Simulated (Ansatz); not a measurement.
**BaS: densities and their changes**

Space group Fm-3m.

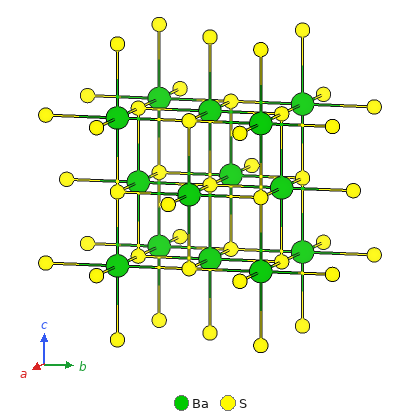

The conventional cell.

Input

```
crystal:
  lattice:
    - [0.0, 3.19375, 3.19375]
    - [3.19375, 0.0, 3.19375]
    - [3.19375, 3.19375, 0.0]
  atoms:
    - { symbol: Ba, position: [0.0, 0.0, 0.0] }
    - { symbol: S, position: [0.5, 0.5, 0.5] }
basis:
  ecutwfc: 500
  fft_grid_basis: typed
kpoints:
  mp_grid: { grid: [8, 8, 8] }
hamiltonian:
  xc: r2scan
  pseudopotentials: { kind: paw }
scf:
  occupations: { method: gaussian, width: 0.05 }
output:
  forces: true
  stress: true
  eigenvalues: true
  bader: true
  write_density: true
  volumetric_format: npy
  elf: true
```

Run with:

```sh
ansatz run input.yaml --threads 1 --pin off --max-ram 2560MiB --backend cpu --events-out ev --progress --plain --runs-dir out
```

The picture shows the conventional cell (a = 6.39 Å, b = 6.39 Å, c = 6.39 Å, α = 90.00°, β = 90.00°, γ = 90.00°).

All numbers below come from Ansatz, DFT r2SCAN, scalar-relativistic, plane waves, PAW.

Core electrons are frozen (PAW), so the maps are meaningful between the atoms, not at the nuclei.

## 1. Bonding charge

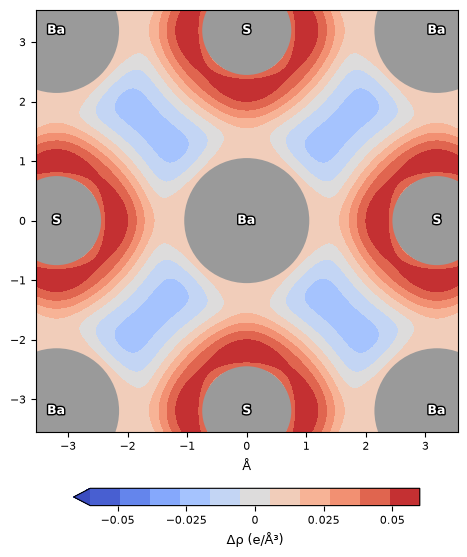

Bonding charge density, ρ(crystal) − Σ ρ(neutral atoms): a map on the (010) plane of the conventional cell, with grey discs over the atomic cores. Cores are masked to 1.0 Å (Ba) and 0.7 Å (S).

> What does the deformation density say about the bonding?

Ba–S (3.19 Å): Δρ is +0.018 e/Å³ at the midpoint, so little or no bond charge builds up halfway. Over the whole cell, outside the masked cores, the largest gain, 0.06 e/Å³, lies 0.9 Å from a sulfur nucleus, and the largest loss, 0.03 e/Å³, lies 1.8 Å from a barium nucleus. In all about 0.30 e an atom is rearranged against the free atoms. Bader charges: Ba +1.47 and S −1.47 e.

## 2. One group of states

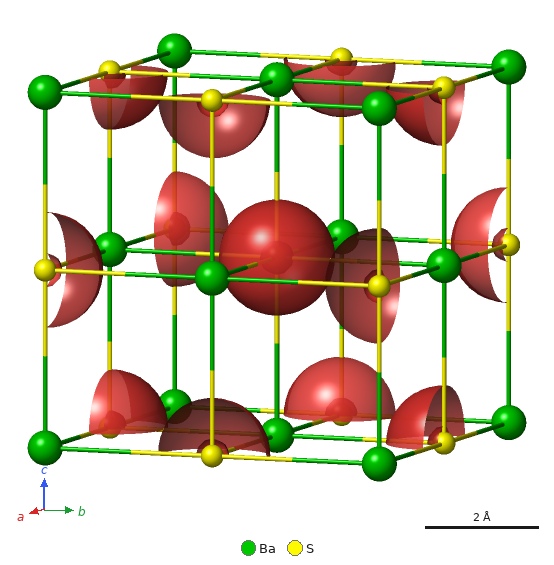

Density of the Kohn–Sham states from −0.6 to 0.0 eV about the valence-band maximum (the top of the valence band), scaled to one electron a cell: red surface at 0.06 1/Å³, in the conventional cell seen slightly off an axis.

> Describe these states.

Löwdin projections on the PAW files' atomic orbitals give S 3p (over 95 %).
In space (atomic cells sized by Bader volumes) the density divides as S about 90 % and Ba about 10 %.

## 3. Holes and electrons

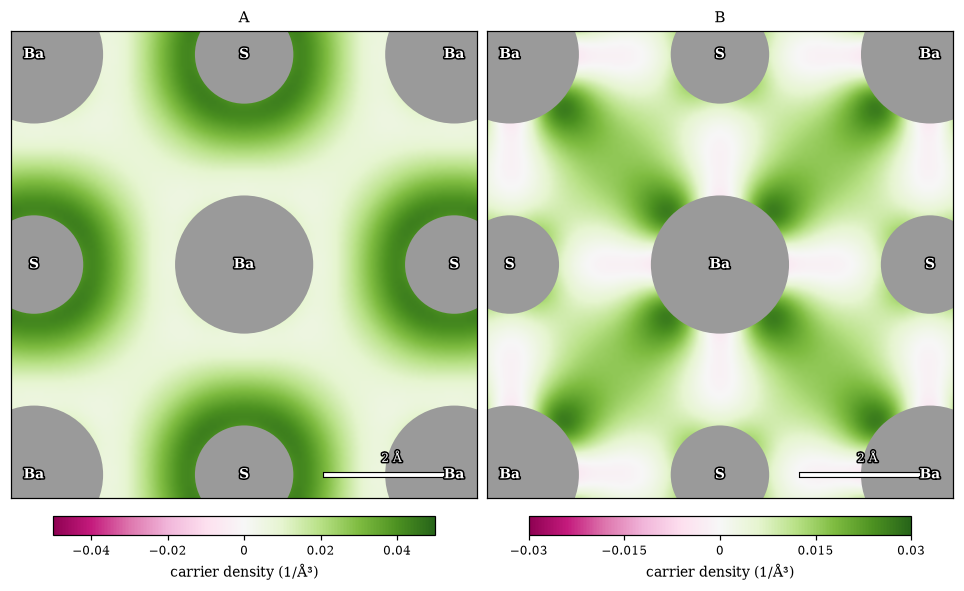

BaS, doped once with holes and once with electrons (0.25 e in the calculation's cell of 2 atoms, uniform background, atoms fixed). Each panel shows the carrier's density (positive where it sits) on the (010) plane of the conventional cell; grey discs cover the cores. Cores are masked to 1.0 Å (Ba) and 0.7 Å (S). This is very heavy doping.

> Tell the hole from the electron.

A is the hole: outside the cores it is densest 0.9 Å from a sulfur nucleus; it divides as S about 75 % and Ba about 25 %. B is the electron: outside the cores it is densest at the edge of the masked core of Ba; it divides as S about 50 % and Ba about 50 %. Shares are sums over atomic cells sized by the Bader volumes, which fill 45 % (Ba) and 55 % (S) of the cell, so only an excess over these marks a preference; they are shares of the net change, screening included, and the band-edge orbitals themselves can be more concentrated.

## 4. Putting it together

Charge passes from Ba (Pauling electronegativity 0.89) to S (2.58), the direction that the scale predicts; the Bader charges fall short of whole formal charges, as they usually do. The hole favours S (75 % of it on 60 % of the volume), in line with the top of the valence band, which is mainly S 3p. A carrier enters the states at the band edge, and screening then spreads part of it over the cell.

Run times: 20 s (base cell), 9.4 s (state densities), 19 s (hole) and 19 s (electron), on 1 thread of Arm Neoverse N1, on a shared host.
